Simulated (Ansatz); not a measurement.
# HfH: one candidate of a structure search, part 2 of 2

The task: take a trial cell of HfH to zero force and stress.

Ansatz 0.2.0; DFT PBE, scalar-relativistic, plane waves, PAW. Earlier steps stand in the parts before.

### 4 Full relaxation

The end of the coarse run is made exact in the group found at a tolerance of 0.06 Å and reduced to its primitive cell.

Input file input.yaml:

```yaml
crystal:
  lattice:
    - [2.9209231169, 0.0, 0.0]
    - [0.0, 2.9209231169, 0.0]
    - [0.0, 0.0, 2.9209231169]
  atoms:
    - { symbol: Hf, position: [0.5, 0.5, 0.5] }
    - { symbol: H, position: [0.0, 0.0, 0.0] }
basis:
  ecutwfc: 420
kpoints:
  mp_grid: { grid: [18, 18, 18] }
hamiltonian:
  xc: pbe
scf:
  occupations: { method: gaussian, width: 0.1 }
output:
  forces: true
  stress: true
  eigenvalues: true
  write_density: true
  write_potential: true
  elf: true
  volumetric_format: npy
relax:
  adjacent_minimum: "off"
  f_tol: 0.01
  max_steps: 80
  cell: { stress_tol: 0.05 }
```

On the command line:

```
ansatz run input.yaml --threads 1 --pin off --max-ram 2560MiB --backend cpu --events-out ev --progress --plain --runs-dir out
```

What it wrote:

```text
Warning: RAYON_NUM_THREADS=1 ignored (pool sized by the plan → 1); use --threads N
Engine: ansatz 0.2.0, aarch64-unknown-linux-gnu
Pseudopotentials: kind: paw
Pseudopotential: Hf, paw, valence charge 26, recommended cutoff 420 eV (normal), Hf.paw.azcp
Pseudopotential: H, paw, valence charge 1, recommended cutoff 420 eV (normal), H.paw.azcp
Functional definition: PBE
  parameter kappa = 0.804
  parameter beta = 0.06672455060314922
  exchange = pbe_x(kappa = kappa, mu = beta*pi^2/3)
  correlation = pbe_c(beta = beta)
Crystal: 2 atoms, lattice volume = 24.921 Å³
Basis set: ecut = 420 eV, 461 PW (Γ), exchange–correlation on 40×40×40 points (8 copies of the dense FFT grid, shifted against one another)
Bands: 18, of which v1, the nominal top of the filled ones, is band 14 counted from 1 (13 counted from 0)
Symmetry: 48 space group operations
Space group: Pm-3m (ITA 221), of the structure as read, at distance tolerance 2.9e-5 Å
k-points: 220 of 5832
Non-local potential: Hf, projectors of the file, l = 0: 3, l = 1: 2, l = 2: 2, l = 3: 3
Non-local potential: H, projectors of the file, l = 0: 2, l = 1: 1
PAW form: soft (Blöchl's): semilocal exchange-correlation on the pseudo side does not see the compensation charge
PAW one-centre angular grid: Hf, 590 points (default); XC on 64 Gauss nodes
PAW one-centre angular grid: H, 110 points (default); XC on 64 Gauss nodes
Initial density: superposition of atomic densities (neutral atoms: chi_scale 0, normalization atom), corrected by the library's trained network
Initial wavefunctions: pseudopotential atomic-orbital guess
Functional: x = pbe(κ = 0.804, μ = 0.2195149727645171), c = pbe(β = 0.06672455060314922)
SCF iter   1: F=—  HF=-15736.475029 eV  |F-HF|=—  |Δ(HF+E_count)|=         —  Δρ=2.51e-3  dr2=7.15e-4  ethr=1.77e-3  ⟨swp⟩=5.1  Hψ=16944  notcnv=0
preconditioner: auto → none  [metal: Δε(μ)=0.029 eV  Ē_g=18.313 eV  σ=0.100 eV  W_gap=0.16  n_scr=6 (ndim 8)  ℏωp=37.2 eV  f_vac=0.000  D(μ)=0.85/eV (n_scr^D=6)  sad-step TF]
SCF iter   2: F=—  HF=-15736.475207 eV  |F-HF|=—  |Δ(HF+E_count)|=   1.78e-4  Δρ=1.51e-3  dr2=2.70e-4  ethr=2.65e-6  ⟨swp⟩=2.3  Hψ=7898  notcnv=0
SCF iter   3: F=—  HF=-15736.475391 eV  |F-HF|=—  |Δ(HF+E_count)|=   1.84e-4  Δρ=1.63e-4  dr2=5.13e-6  ethr=9.99e-7  ⟨swp⟩=2.0  Hψ=6014  notcnv=0
SCF iter   4: F=—  HF=-15736.475364 eV  |F-HF|=—  |Δ(HF+E_count)|=   2.70e-5  Δρ=1.25e-4  dr2=1.73e-6  ethr=1.90e-8  ⟨swp⟩=3.1  Hψ=7860  notcnv=0
SCF iter   5: F=—  HF=-15736.475394 eV  |F-HF|=—  |Δ(HF+E_count)|=   3.09e-5  Δρ=3.70e-5  dr2=2.65e-7  ethr=6.42e-9  ⟨swp⟩=2.0  Hψ=6853  notcnv=0
SCF iter   6: F=-15736.475394 eV  HF=-15736.475394 eV  |F-HF|=1.22e-8  |Δ(HF+E_count)|=   2.01e-7  Δρ=5.88e-6  dr2=8.32e-9  ethr=3.70e-10  ⟨swp⟩=10.9  Hψ=34679  notcnv=0
SCF 1 converged in 6 iterations: F = -15736.475394 eV  dr2 = 8.32e-9
  Residual-converged pass: ⟨swp⟩=1.0  Hψ=4846  notcnv=0  max |occ|·‖R‖ = 7.1e-9 eV (tolerance 1.0e-8 eV)  dr2=8.32e-9  dr2_onsite=1.20e-8  max |Δocc| = 9.4e-10
relax step   1: F+E_penalty+E_count = -15736.47539427 eV  Δ(F+E_penalty+E_count) = +0.000e0 eV  max|allowed force component| = 3.076e-29 eV/Å  Δτ_max = 0.0000 Å  P = -1.719 GPa  Ω = 24.921 Å³  (6 SCF iters, dr2 threshold 1.00e-7 eV, accepted)
Crystal: 2 atoms, lattice volume = 23.920 Å³
Initial density: handed on by an earlier stage of this run
Initial wavefunctions: those handed on with the density
iter 1 solved again at ethr=2.98e-6 eV; its pass at ethr=3.10e-3 eV (dr2=8.03e-4 eV) is discarded
SCF iter   1: F=—  HF=-15736.473534 eV  |F-HF|=—  |Δ(HF+E_count)|=         —  Δρ=2.43e-3  dr2=7.53e-4  ethr=2.98e-6  ⟨swp⟩=1.7  Hψ=22108  notcnv=0
preconditioner: auto → none  [metal: Δε(μ)=0.007 eV  Ē_g=18.383 eV  σ=0.100 eV  W_gap=0.04  n_scr=6 (ndim 8)  ℏωp=38.0 eV  f_vac=0.000  D(μ)=0.80/eV (n_scr^D=6)]
SCF iter   2: F=—  HF=-15736.473281 eV  |F-HF|=—  |Δ(HF+E_count)|=   2.53e-4  Δρ=6.78e-4  dr2=7.34e-5  ethr=2.79e-6  ⟨swp⟩=2.0  Hψ=6948  notcnv=0
SCF iter   3: F=—  HF=-15736.473294 eV  |F-HF|=—  |Δ(HF+E_count)|=   1.33e-5  Δρ=4.19e-4  dr2=1.83e-5  ethr=2.72e-7  ⟨swp⟩=2.0  Hψ=6072  notcnv=0
SCF iter   4: F=—  HF=-15736.473301 eV  |F-HF|=—  |Δ(HF+E_count)|=   6.39e-6  Δρ=1.40e-4  dr2=1.83e-6  ethr=6.77e-8  ⟨swp⟩=2.4  Hψ=5946  notcnv=0
SCF iter   5: F=—  HF=-15736.473303 eV  |F-HF|=—  |Δ(HF+E_count)|=   1.81e-6  Δρ=2.49e-5  dr2=1.20e-7  ethr=7.41e-10  ⟨swp⟩=7.2  Hψ=28609  notcnv=0
SCF iter   6: F=-15736.473303 eV  HF=-15736.473303 eV  |F-HF|=9.26e-10  |Δ(HF+E_count)|=   2.43e-8  Δρ=3.34e-6  dr2=1.43e-9  ethr=4.45e-10  ⟨swp⟩=8.2  Hψ=25770  notcnv=0
SCF 2 converged in 6 iterations: F = -15736.473303 eV  dr2 = 1.43e-9
  Residual-converged pass: ⟨swp⟩=1.0  Hψ=4840  notcnv=0  max |occ|·‖R‖ = 7.0e-9 eV (tolerance 1.0e-8 eV)  dr2=1.43e-9  dr2_onsite=4.22e-9  max |Δocc| = 1.4e-10
relax step   2: F+E_penalty+E_count = -15736.47330267 eV  Δ(F+E_penalty+E_count) = +2.092e-3 eV  max|allowed force component| = 2.104e-29 eV/Å  Δτ_max = 0.0000 Å  P = +2.728 GPa  Ω = 23.920 Å³  energy of the carried Pulay correction = +6.045e-4 eV  (6 SCF iters, dr2 threshold 2.00e-7 eV, rejected (line search))
Crystal: 2 atoms, lattice volume = 24.524 Å³
iter 1 solved again at ethr=1.03e-6 eV; its pass at ethr=3.10e-3 eV (dr2=2.78e-4 eV) is discarded
SCF iter   1: F=—  HF=-15736.477934 eV  |F-HF|=—  |Δ(HF+E_count)|=         —  Δρ=1.49e-3  dr2=2.99e-4  ethr=1.03e-6  ⟨swp⟩=1.8  Hψ=22235  notcnv=0
preconditioner: auto → none  [metal: Δε(μ)=0.025 eV  Ē_g=18.379 eV  σ=0.100 eV  W_gap=0.14  n_scr=6 (ndim 8)  ℏωp=37.5 eV  f_vac=0.000  D(μ)=0.83/eV (n_scr^D=6)]
SCF iter   2: F=—  HF=-15736.477834 eV  |F-HF|=—  |Δ(HF+E_count)|=   9.97e-5  Δρ=4.15e-4  dr2=2.88e-5  ethr=1.03e-6  ⟨swp⟩=2.0  Hψ=6950  notcnv=0
SCF iter   3: F=—  HF=-15736.477856 eV  |F-HF|=—  |Δ(HF+E_count)|=   2.27e-5  Δρ=2.57e-4  dr2=7.20e-6  ethr=1.07e-7  ⟨swp⟩=2.0  Hψ=6077  notcnv=0
SCF iter   4: F=—  HF=-15736.477859 eV  |F-HF|=—  |Δ(HF+E_count)|=   2.07e-6  Δρ=8.88e-5  dr2=7.84e-7  ethr=2.67e-8  ⟨swp⟩=2.3  Hψ=5552  notcnv=0
SCF iter   5: F=—  HF=-15736.477861 eV  |F-HF|=—  |Δ(HF+E_count)|=   2.12e-6  Δρ=1.63e-5  dr2=5.27e-8  ethr=2.90e-9  ⟨swp⟩=2.0  Hψ=6934  notcnv=0
SCF iter   6: F=—  HF=-15736.477861 eV  |F-HF|=—  |Δ(HF+E_count)|=   1.19e-8  Δρ=2.25e-6  dr2=7.37e-10  ethr=1.95e-10  ⟨swp⟩=2.0  Hψ=6893  notcnv=0
SCF iter   7: F=-15736.477861 eV  HF=-15736.477861 eV  |F-HF|=0.00e0  |Δ(HF+E_count)|=  5.66e-10  Δρ=1.60e-7  dr2=2.97e-12  ethr=1.00e-12  ⟨swp⟩=5.2  Hψ=22875  notcnv=0
SCF 3 converged in 7 iterations: F = -15736.477861 eV  dr2 = 2.97e-12
relax step   3: F+E_penalty+E_count = -15736.47786069 eV  Δ(F+E_penalty+E_count) = -2.466e-3 eV  max|allowed force component| = 5.288e-30 eV/Å  Δτ_max = 0.0000 Å  P = -0.060 GPa  Ω = 24.524 Å³  energy of the carried Pulay correction = +2.366e-4 eV  (7 SCF iters, accepted)
Crystal: 2 atoms, lattice volume = 24.510 Å³
iter 1 solved again at ethr=2.02e-10 eV; its pass at ethr=3.10e-3 eV (dr2=5.46e-8 eV) is discarded
SCF iter   1: F=—  HF=-15736.477838 eV  |F-HF|=—  |Δ(HF+E_count)|=         —  Δρ=3.39e-5  dr2=1.53e-7  ethr=2.02e-10  ⟨swp⟩=3.1  Hψ=22294  notcnv=0
preconditioner: auto → none  [metal: Δε(μ)=0.026 eV  Ē_g=18.353 eV  σ=0.100 eV  W_gap=0.14  n_scr=6 (ndim 8)  ℏωp=37.5 eV  f_vac=0.000  D(μ)=0.83/eV (n_scr^D=6)]
SCF iter   2: F=—  HF=-15736.477872 eV  |F-HF|=—  |Δ(HF+E_count)|=   3.39e-5  Δρ=9.48e-6  dr2=1.47e-8  ethr=2.02e-10  ⟨swp⟩=2.0  Hψ=6969  notcnv=0
SCF iter   3: F=-15736.477872 eV  HF=-15736.477872 eV  |F-HF|=9.46e-11  |Δ(HF+E_count)|=   4.88e-9  Δρ=5.90e-6  dr2=3.72e-9  ethr=3.36e-11  ⟨swp⟩=8.5  Hψ=25659  notcnv=0
SCF 4 converged in 3 iterations: F = -15736.477872 eV  dr2 = 3.72e-9
relax step   4: F+E_penalty+E_count = -15736.47787182 eV  Δ(F+E_penalty+E_count) = -1.113e-5 eV  max|allowed force component| = 1.048e-29 eV/Å  Δτ_max = 0.0000 Å  P = +0.001 GPa  Ω = 24.510 Å³  energy of the carried Pulay correction = +2.452e-4 eV  (3 SCF iters, dr2 threshold 9.08e-9 eV, accepted)
Initial wavefunctions: pseudopotential atomic-orbital guess (no wavefunctions were taken with the density)
iter 1 solved again at ethr=1.64e-9 eV; its pass at ethr=3.10e-3 eV (dr2=4.44e-7 eV) is discarded
SCF iter   1: F=—  HF=-15736.477595 eV  |F-HF|=—  |Δ(HF+E_count)|=         —  Δρ=3.45e-5  dr2=3.50e-8  ethr=1.64e-9  ⟨swp⟩=4.3  Hψ=31649  notcnv=0
SCF iter   2: F=—  HF=-15736.477629 eV  |F-HF|=—  |Δ(HF+E_count)|=   3.41e-5  Δρ=1.96e-5  dr2=2.35e-8  ethr=1.29e-10  ⟨swp⟩=2.6  Hψ=7265  notcnv=0
SCF iter   3: F=—  HF=-15736.477629 eV  |F-HF|=—  |Δ(HF+E_count)|=   2.08e-8  Δρ=1.10e-5  dr2=3.66e-9  ethr=8.71e-11  ⟨swp⟩=2.0  Hψ=6952  notcnv=0
SCF iter   4: F=—  HF=-15736.477629 eV  |F-HF|=—  |Δ(HF+E_count)|=   1.76e-8  Δρ=3.31e-6  dr2=3.63e-10  ethr=1.36e-11  ⟨swp⟩=2.0  Hψ=5897  notcnv=0
SCF iter   5: F=-15736.477629 eV  HF=-15736.477629 eV  |F-HF|=3.46e-11  |Δ(HF+E_count)|=   1.85e-9  Δρ=5.16e-7  dr2=1.17e-11  ethr=1.00e-12  ⟨swp⟩=5.1  Hψ=20905  notcnv=0
SCF 5 converged in 5 iterations: F = -15736.477629 eV  dr2 = 1.17e-11
relax step   5: F+E_penalty+E_count = -15736.47762900 eV  Δ(F+E_penalty+E_count) = +2.428e-4 eV  max|allowed force component| = 7.856e-30 eV/Å  Δτ_max = 0.0000 Å  P = -0.004 GPa  Ω = 24.510 Å³  stress off target by 3.86e-3 GPa  SCF on the basis re-selected at this cell (its energy is not comparable with the rows above)  (5 SCF iters)
basis re-selected at this cell: Δ(F+E_penalty+E_count) = +2.428e-4 eV, ΔP = -0.005 GPa vs the last step (what re-selecting the basis moved, of the pressure what is left beyond the Pulay correction that the steps carried, after the strain that the cell walked since its last selection, with what the two solves' SCF thresholds leave and, on support functions, any second-order correction that the steps lacked; it is no measure of the basis error at this ecutwfc). This SCF's stress stands 3.86e-3 GPa from its target on what of the cell is left free (relax.cell.stress_tol is 5.00e-2 GPa) and its largest allowed force component is 7.86e-30 eV/Å (relax.f_tol is 1.00e-2 eV/Å): within both
SCF converged after 5 iterations
Free energy (F): -15736.477629 eV
Harris-Foulkes:  -15736.477629 eV  (|F-HF|=3.46e-11)
Internal energy: -15736.473459 eV  (E = F + TS)
E sigma→0 (E₀):  -15736.475544 eV
Entropy (-TS):   -0.004170 eV (-2.085 meV/atom)
Fermi energy:    18.721958 eV
--- Per-component energies (eV) ---
  E_band       = 19.603637
  E_kinetic    = 440.388770
  E_local      = -5342.694638  (includes V_loc(G=0)·N_el)
  E_nonlocal   = -1242.965904
  E_hartree    = 2511.752601
  E_xc         = -309.917912
  E_vxc        = -279.036592  (∫ρ·V_xc dr)
  E_paw        = -6928.628214  (= ΣΔE_a)
  E_vpaw       = 1420.407804  (= ΣTr[D̂ρ^β])
  E_aug_tail   = -0.000911  (compensation charges beyond the density's cutoff)
  E_ewald      = -4864.407250
  E_smearing   = -0.004170  (= −TS)
  E_closure    = -0.000000  (closes the sum)
  Σ components = -15736.477629   (vs F -15736.477629, Δ=0.00e0)
--- Forces (eV/Å), atoms counted from 1 ---
  atom   1  Hf     0.00000000     0.00000000     0.00000000
  atom   2  H      0.00000000     0.00000000    -0.00000000
  max |Σ_I F_I| component: 1.58e-29 eV/Å
--- Stress (GPa, compression-positive) ---
       -0.003861      -0.000000      -0.000000
       -0.000000      -0.003861       0.000000
       -0.000000       0.000000      -0.003861
  P = ⅓ Tr σ = -0.0039 GPa (-0.039 kbar)
--- Band table (eV; the first three rows and the last of 220) ---
  k-point 0: bands = ["-43.0741", "-11.3426", "-11.3426", "-11.3426", "6.9969", "6.9969", "6.9969", "7.0259", "7.0551", "7.0551", "7.0551", "9.2867", "16.9387", "16.9387", "24.9642", "24.9642", "24.9642", "25.4667"]
  k-point 1: bands = ["-43.0722", "-11.3744", "-11.3399", "-11.3399", "6.9960", "6.9979", "6.9979", "7.0255", "7.0516", "7.0558", "7.0558", "9.3620", "16.9645", "17.0088", "24.7496", "24.7496", "24.9762", "25.1863"]
  k-point 2: bands = ["-43.0668", "-11.4653", "-11.3322", "-11.3322", "6.9934", "7.0005", "7.0005", "7.0243", "7.0419", "7.0581", "7.0581", "9.5831", "17.0399", "17.1928", "24.2223", "24.2223", "24.5552", "25.0110"]
  k-point 219: bands = ["-42.8900", "-12.0522", "-12.0522", "-12.0522", "6.9439", "7.0147", "7.0147", "7.0147", "7.0552", "7.0552", "7.0552", "16.2332", "16.5604", "16.5604", "16.5604", "27.5958", "27.5958", "28.1109"]
--- Relaxed structure (4 steps of the walk, 3 accepted, 1 SCFs on fresh bases) ---
  F+E_penalty+E_count = -15736.47762900 eV   max|allowed force component| = 7.856e-30 eV/Å   (the final SCF, on the basis selected at the relaxed cell)
  cell:  # Å, volume = 24.5097 Å³
    - [2.9047773038884754, -1.9259299443872352e-34, -3.2098832406453924e-34]
    - [3.2098832406453924e-34, 2.9047773038884754, 0.0]
    - [-3.2098832406453924e-34, 0.0, 2.9047773038884754]
  atoms:
    - { symbol: Hf, position: [0.5, 0.5, 0.5] }
    - { symbol: H, position: [-5.097291365632651e-46, -4.2477428046938764e-47, -3.7480083570828316e-47] }
```

It took 30 s on 1 thread of Arm Neoverse V1, shared host; peak memory 0.38 GiB.

Step by step:

| step | E - E(step 1) (eV/cell) | largest force component (eV/Å) | pressure (GPa) | volume (Å³) |
| --- | --- | --- | --- | --- |
| 1 | 0.0000 | 0.0000 | -1.72 | 24.92 |
| 2 | 0.0021 | 0.0000 | 2.73 | 23.92 |
| 3 | -0.0025 | 0.0000 | -0.06 | 24.52 |
| 4 | -0.0025 | 0.0000 | 0.00 | 24.51 |
| 5 | -0.0022 | 0.0000 | 0.00 | 24.51 |

Step 1 is the start. Step 5 repeats the geometry before it on a plane-wave basis chosen anew for that cell, so its energy need not be comparable with the rows above. Step 2 was tried and not accepted.

|  | before | after | change |
| --- | --- | --- | --- |
| a (Å) | 2.921 | 2.905 | -0.6 % |
| b (Å) | 2.921 | 2.905 | -0.6 % |
| c (Å) | 2.921 | 2.905 | -0.6 % |
| volume (Å³/atom) | 12.46 | 12.25 | -1.6 % |
| shortest distance (Å) | 2.530 | 2.516 | -0.6 % |
| space group (0.01 Å) | Pm-3m | Pm-3m | same |

Forces and stress were held to the start's 48 operations: a distortion of lower symmetry was not tested.

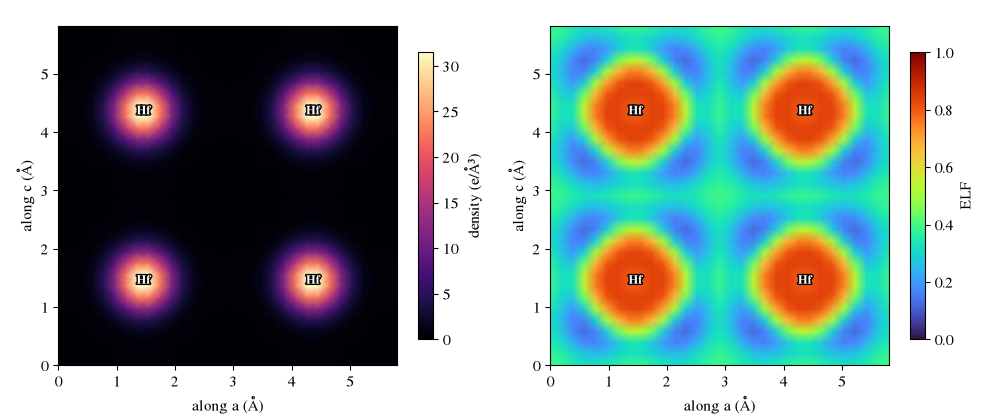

Density (left) and ELF (right) in a lattice plane of the grid's cell (edges 2.90 and 2.90 Å, at 0.500 of the third edge), which holds Hf. Only atoms in the plane are labelled. Both are smooth fields of the valence electrons: close to the nuclei they are not physical.

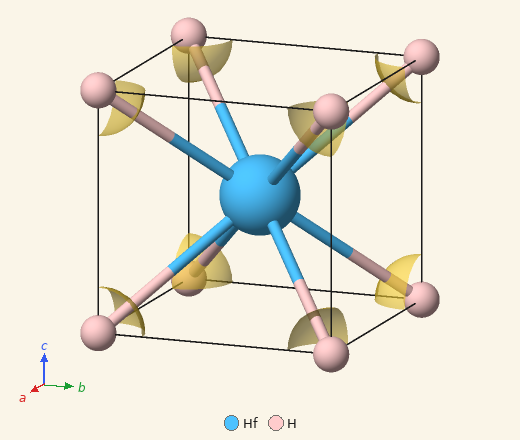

Surface of ELF = 0.85, drawn in one cell.

The highest ELF values outside the cores: 1.00 at H.

### 5 Changed: mixing.algorithm anderson, mixing.beta 0.2, mixing.ndim 4, n_extra_bands 2

Input file input.yaml:

```yaml
crystal:
  lattice:
    - [2.9047773039, 0.0, 0.0]
    - [0.0, 2.9047773039, 0.0]
    - [0.0, 0.0, 2.9047773039]
  atoms:
    - { symbol: Hf, position: [0.5, 0.5, 0.5] }
    - { symbol: H, position: [0.0, 0.0, 0.0] }
basis:
  ecutwfc: 420
kpoints:
  mp_grid: { grid: [18, 18, 18] }
hamiltonian:
  xc: pbe
scf:
  occupations: { method: gaussian, width: 0.1 }
  mixing: { algorithm: anderson, beta: 0.2, ndim: 4 }
  n_extra_bands: 2
output:
  forces: true
  eigenvalues: true
  stress: true
```

On the command line:

```
ansatz run input.yaml --threads 1 --pin off --max-ram 2560MiB --backend cpu --events-out ev --progress --plain --runs-dir out
```

What it wrote, shortened:

```text
Warning: RAYON_NUM_THREADS=1 ignored (pool sized by the plan → 1); use --threads N
scf.n_extra_bands = 2 over 14 filled bands (N_el = 27.0): the run solves 16 bands
[...]
Pseudopotentials: kind: paw
Pseudopotential: Hf, paw, valence charge 26, recommended cutoff 420 eV (normal), Hf.paw.azcp
Pseudopotential: H, paw, valence charge 1, recommended cutoff 420 eV (normal), H.paw.azcp
Functional definition: PBE
[...]
Crystal: 2 atoms, lattice volume = 24.510 Å³
Basis set: ecut = 420 eV, 461 PW (Γ), exchange–correlation on 40×40×40 points (8 copies of the dense FFT grid, shifted against one another)
Bands: 16, of which v1, the nominal top of the filled ones, is band 14 counted from 1 (13 counted from 0)
Symmetry: 48 space group operations
Space group: Pm-3m (ITA 221), of the structure as read, at distance tolerance 2.9e-5 Å
k-points: 220 of 5832
[...]
SCF converged after 8 iterations
Stability not checked: this state was not tested for a lower state beside it, because the mixer in use, unlike msr1, does not test its closes by its own steps (another_mixer; see scf.mixing.algorithm and scf.lower_state_search)
Free energy (F): -15736.477629 eV
[...]
E sigma→0 (E₀):  -15736.475544 eV
Entropy (-TS):   -0.004170 eV (-2.085 meV/atom)
Fermi energy:    18.722001 eV
[...]
--- Forces (eV/Å), atoms counted from 1 ---
  atom   1  Hf     0.00000000     0.00000000     0.00000000
  atom   2  H     -0.00000000     0.00000000    -0.00000000
[...]
--- Stress (GPa, compression-positive) ---
       -0.002702       0.000000       0.000000
        0.000000      -0.002702       0.000000
       -0.000000       0.000000      -0.002702
  P = ⅓ Tr σ = -0.0027 GPa (-0.027 kbar)
--- Band table (eV; the first three rows and the last of 220) ---
  k-point 0: bands = ["-43.0739", "-11.3424", "-11.3424", "-11.3424", "6.9973", "6.9973", "6.9973", "7.0263", "7.0555", "7.0555", "7.0555", "9.2868", "16.9387", "16.9387", "24.9643", "24.9643"]
[...]
```

Run time: 5.6 s. Hardware: 1 thread of Arm Neoverse V1, shared host; peak memory 0.34 GiB.

| run | ending | energy change | pressure (GPa) | gap (eV) | force (eV/Å) | cycles | time |
| --- | --- | --- | --- | --- | --- | --- | --- |
| step 4 | converged | 0 | 0.0 | 0.00 | 0.00 | - | 30 s |
| variant | converged | 0.0 meV/atom | 0.0 | 0.00 | 0.00 | 8 | 5.6 s |

With the changed mixing and band count the energy agrees within 0.5 meV/atom.

### 6 What came out

This closing draws on all 2 parts. Changes of volume or cell count from the first structure of part 1.

```
                                                              quantity                                                                      value
                                symmetry at the end (tolerance 0.05 Å)                                                space group Pm-3m (No. 221)
                                                     conventional cell  a = 2.905 Å, b = 2.905 Å, c = 2.905 Å, α = 90.00°, β = 90.00°, γ = 90.00°
                                                                volume                                                              12.25 Å³/atom
energy over the elements (uncorrected; H, N, O, F and Cl as molecules)                                                              +0.38 eV/atom
                                                       gap on the mesh                                                               none (metal)
```

What this shows: The space group Pm-3m (No. 221) is kept, and the volume per atom shrinks by 18.5 % from the first guess. The formation energy is positive, so the separate elements lie lower. No finished test with a distortion of lower symmetry is shown, so the end may be a saddle point. The runs treat Hf without spin-orbit coupling.
